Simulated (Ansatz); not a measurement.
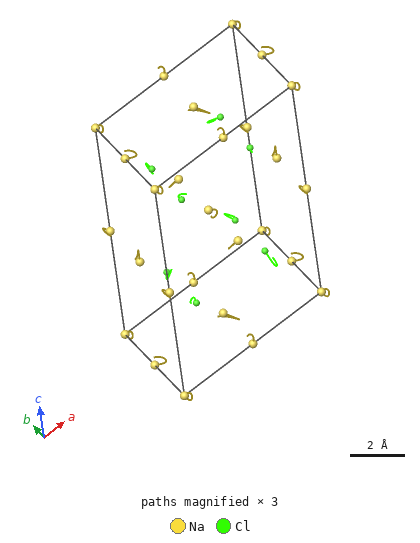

A Born-Oppenheimer molecular dynamics run of a 16-atom cell of NaCl (set up in Fm-3m), 126 fs long. Lines trace each atom's path, in the colour of its element; spheres stand at the starting positions. The excursions are magnified 3 times. Seen slightly off an axis in the reduced simulation cell.

Method: Ansatz, DFT PBEsol, scalar-relativistic, plane waves, PAW. Set-up: plane-wave cutoff 420 eV; k-point mesh 2 × 2 × 2; Fermi-Dirac smearing 0.02 eV; constant energy (NVE); velocities drawn for 200 K; time step 3 fs.

### What do the traces tell about the motion?

In the second half of the run the atoms are, in the root-mean-square, this far from where they began (common drift taken out): Cl 0.14 Å, Na 0.13 Å. That is small against the typical shortest distance between atoms in the first frame, about 2.8 Å: the atoms vibrate about their sites and the arrangement holds. The mean temperature in the second half is 93 K (standard deviation 17 K). The first frame carries almost no forces, so kinetic energy first flows into potential energy: the temperature drops from 200 to 33 K within 51 fs, and without a thermostat its mean stays below the start. The potential energy in the second half lies on average 13.0 meV per atom above the first frame. The mean pressure there is −0.5 GPa.
